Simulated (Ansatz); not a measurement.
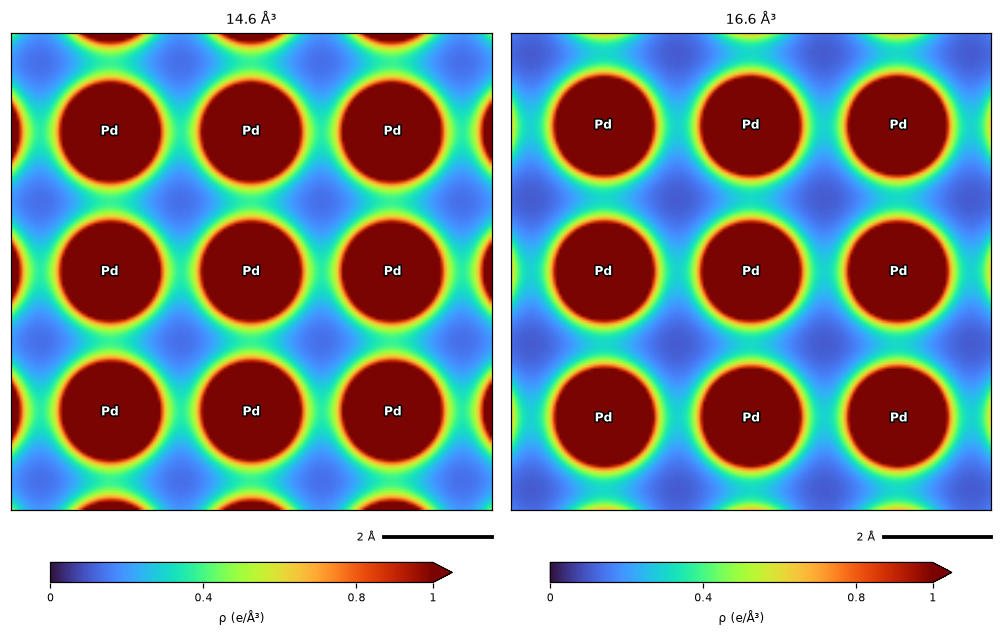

Pd. The valence pseudo-density of cells scaled evenly to different volumes (given per atom above each panel), on the (11̄0) plane of each (indices in the axes of the cell below), at one length scale and on one colour scale.

A generated structure, not necessarily the stable one; the program warned that a starting moment wasn't kept; spin-polarised, but the moments vanished.

All numbers below come from Ansatz, DFT, RPBE, plane waves (420 eV) with PAW, scalar-relativistic.

The density is the valence pseudo-density of a PAW calculation; it isn't the true density close to the nuclei.

The largest cell:

```yaml
crystal:
  lattice:
    - [-2.94144, 3.34787, 1.32773]
    - [3.34787, -2.94144, 1.32773]
    - [1.89244, 1.89244, -0.58335]
  atoms:
    - { symbol: Pd, position: [0.00797, 0.99203, 0.00000] }
    - { symbol: Pd, position: [0.74203, 0.25797, 0.50000] }
```

| volume (Å³/atom) | Pd–Pd contact in the plane (Å) | ρ at its midpoint (e/Å³) | 
| --- | --- | --- |
| 14.56 | 2.625 | 0.365 | 
| 15.89 | 2.702 | ? | 
| 16.55 | 2.739 | 0.295 | 

Q: Estimate the missing row, and compare with the calculation.

A: Over the known rows ln ρ falls by 1.87 per Å of Pd–Pd distance (the line through the two), which gives 0.316 e/Å³ at 2.702 Å; the calculation gives 0.315 e/Å³.
